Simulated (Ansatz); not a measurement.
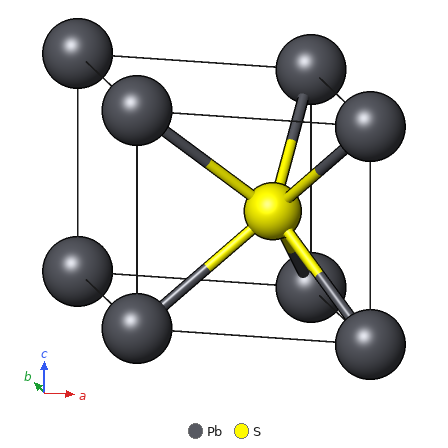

System: PbS, space group P-6m2 (No. 187). The picture shows the conventional cell.

Structure:
```yaml
crystal:
  lattice:
    - [4.08970, 0.00000, 0.00000]
    - [-2.04485, 3.54178, 0.00000]
    - [0.00000, 0.00000, 3.78817]
  atoms:
    - { symbol: Pb, position: [0.00000, 0.00000, 0.00000] }
    - { symbol: S, position: [0.66667, 0.33333, 0.50000] }
```

Computed with Ansatz 0.2.0: all-electron LAPW DFT, no spin polarisation; energies at scaled volumes of the given cell, shape and fractions fixed, counted from the fit's minimum, third-order Birch-Murnaghan fit. Level: PBE.

```
         setting                                   value
          k mesh                                   8×8×7
     occupations                             Fermi–Dirac
  smearing width                                 0.05 eV
      potentials  all electron LAPW, scalar relativistic
program settings              basis error eV/atom 0.0005
```

What does the calculation give for the energy and pressure against volume? The volume takes the values 25.79, 26.34, 26.89, 27.44, 27.98, 28.53, 29.08 Å³/atom.

A third-order Birch–Murnaghan fit gives V0 = 27.45 Å³/atom, B0 = 49.5 GPa and B′ = 3.3. The energy is 17.05 meV/atom at volume 25.79 Å³/atom and 13.73 meV/atom at 29.08 Å³/atom; the lowest computed point is at volume 27.44 Å³/atom (−0.01 meV/atom). The pressure falls from 3.44 GPa at volume 25.79 Å³/atom to −2.58 GPa at 29.08 Å³/atom, and changes sign near 27.45 Å³/atom.

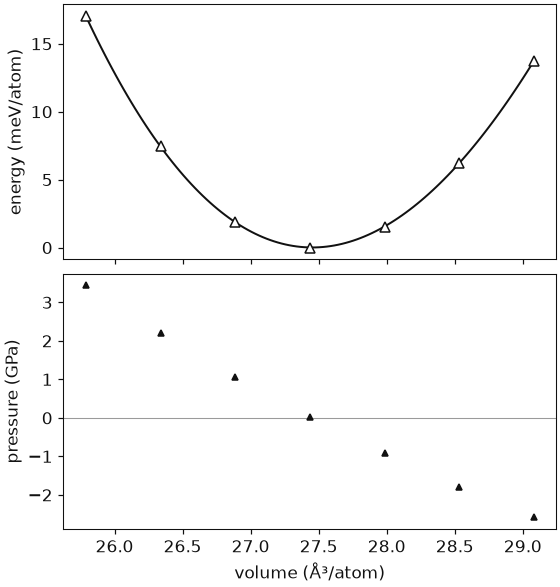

Keep in mind: spin-orbit coupling left out, heavy elements; shape and atomic fractions are frozen while scaling, which makes layered, chain and framework solids too stiff.
